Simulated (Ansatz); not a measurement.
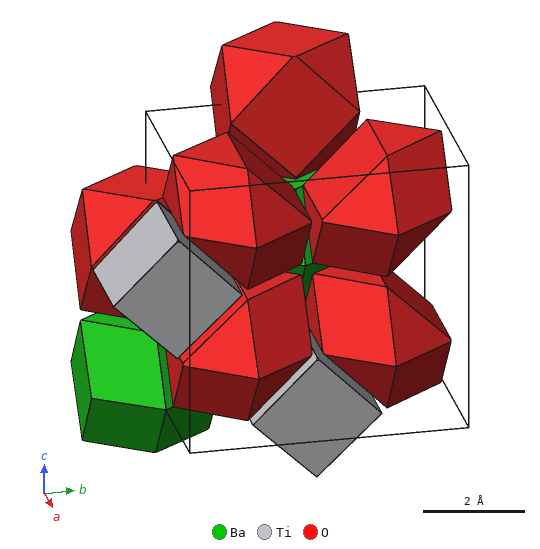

Computed Voronoi cells of the atoms in the unit cell of BaTiO3 (space group Amm2 (No. 38), a = 3.984 Å, b = 5.674 Å, c = 5.692 Å, α = 90.00°, β = 90.00°, γ = 90.00°), coloured by the element inside, shrunk a little to part them. Geometry: the structure of a calculation's input, shown in its standard cell.

```csv
site,Wyckoff,x,y,z
Ba,2a,0.0000,0.0000,0.0000
Ti,2b,0.5000,0.5000,0.0079
O1,2a,0.0000,0.5000,0.9921
O2,4e,0.5000,0.2544,0.2481
```

Rank the elements by the mean volume of their Voronoi cells.

Ba: 16.1 Å³ per atom, 25 % of the volume; O: 13.4 Å³ per atom, 63 % of the volume; Ti: 8.0 Å³ per atom, 13 % of the volume. The partition uses no radii, so it reflects positions alone and not ionic sizes.
